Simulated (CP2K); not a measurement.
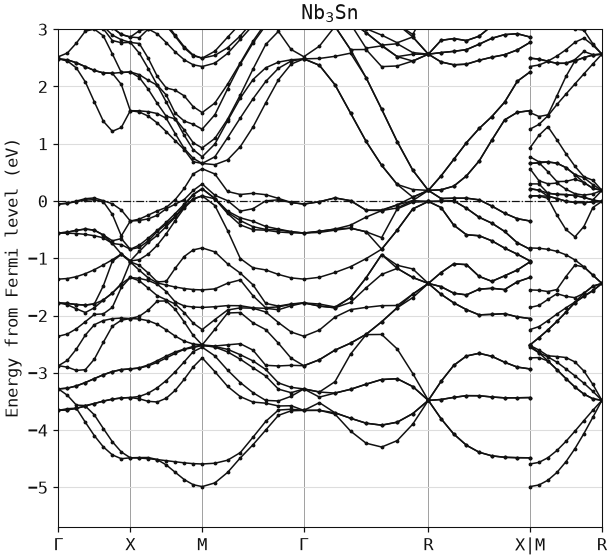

Band structure. Energies are counted from the Fermi level.

What lattice type does the k path imply?

Answer. A simple cubic lattice: the path Γ–X–M–Γ–R–X|M–R runs through the special points of its Brillouin zone.

The material is Nb₃Sn, space group Pm-3n, 8 atoms in the cell; cubic a = 5.282 Å.

Level of theory: PBEsol, POTENTIAL_UZH Sn GTH-PBE-q4, Nb GTH-PBE-q13; TZVP-MOLOPT-PBE-GTH basis, no spin polarisation, no spin-orbit coupling, 5×5×5 k mesh, Fermi-Dirac smearing of 0.05 eV; code CP2K 2026.2.

Does this material conduct, going by its bands?

Answer. A metal: bands cross the Fermi level along this path.

The potentials were made for another functional. The basis of atomic orbitals isn't converged, which shifts gaps and empty levels. Spin-orbit coupling is left out, which matters for Sn. Bands are joined in order of energy, so crossings between the computed points show as kinks or gaps.
